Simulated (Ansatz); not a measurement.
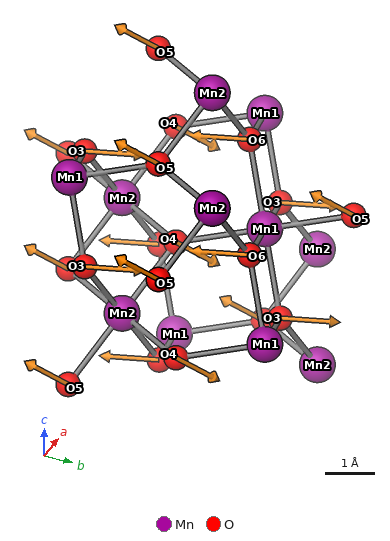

A relaxation of solid MnO2 (set up in Pnnm). The starting structure is drawn; orange arrows show the displacements (the part carried along by the change of the cell is left out), 10 times their true length.

The picture is a ball-and-stick view of the atoms within 4.2 Å of the atom that moves most (axes of the cell of the calculation), seen from a free direction.

Case: no spin polarisation.

Method: Ansatz, DFT PBE, scalar-relativistic, plane waves, PAW.

Input
```yaml
crystal:
  lattice:
    - [4.33057597, 0.0, 0.0]
    - [0.0, 4.46231267, 0.0]
    - [0.0, 0.0, 2.8624768]
  atoms:
    - { symbol: Mn, position: [0.0, 0.0, 0.0] }
    - { symbol: Mn, position: [0.5, 0.5, 0.5] }
    - { symbol: O, position: [0.78600764, 0.17703733, 0.5] }
    - { symbol: O, position: [0.71399236, 0.67703733, 0.0] }
    - { symbol: O, position: [0.28600764, 0.32296267, 0.0] }
    - { symbol: O, position: [0.21399236, 0.82296267, 0.5] }
basis:
  ecutwfc: 420
kpoints:
  mp_grid: { grid: [8, 8, 12] }
hamiltonian:
  xc: pbe
scf:
  occupations: { method: gaussian, width: 0.01 }
  lower_state_search: "off"
output:
  forces: true
  stress: true
  eigenvalues: true
relax:
  adjacent_minimum: "off"
  f_tol: 0.01
  max_steps: 60
  cell: { stress_tol: 0.05 }
```

> Atoms of which element are displaced furthest, and by how much?

Oxygen: up to 0.13 Å, against 0.00 Å for manganese.

> What happened in the run?

The largest moves relative to the cell, 0.13 Å, are those of O3, O4, O5 and O6. O4 goes along [−1 3 0]. Mn stays in place. The drawn cell changes as follows: a 4.331 → 4.443 Å (+2.6 %), b 4.462 → 4.447 Å (−0.3 %), c 2.862 → 2.721 Å (−4.9 %); the volume changes by −2.8 %. Among the contacts that change: Mn1–Mn1 2.862 → 2.721 Å, Mn1–O4 1.900 → 1.856 Å, Mn1–O3 1.879 → 1.872 Å. Among the angles between lasting bonds that change: O3–Mn1–O3 99.2° → 93.2°, Mn1–O3–Mn1 99.2° → 93.2°, O3–Mn1–O6 80.8° → 86.8°. The space group (tolerance 0.01 Å) goes from Pnnm (No. 58) to P4_2/mnm (No. 136). The energy falls by 24.2 meV per atom in 6 accepted moves (8 points after the start). Largest force component: 0.31 eV/Å at the start, 0.001 eV/Å at the end. The pressure goes from −6.37 to 0.00 GPa. At 2 points the geometry stayed and the basis and grid were re-selected for the new cell (energy shift of 0.5 meV per atom at most each time).
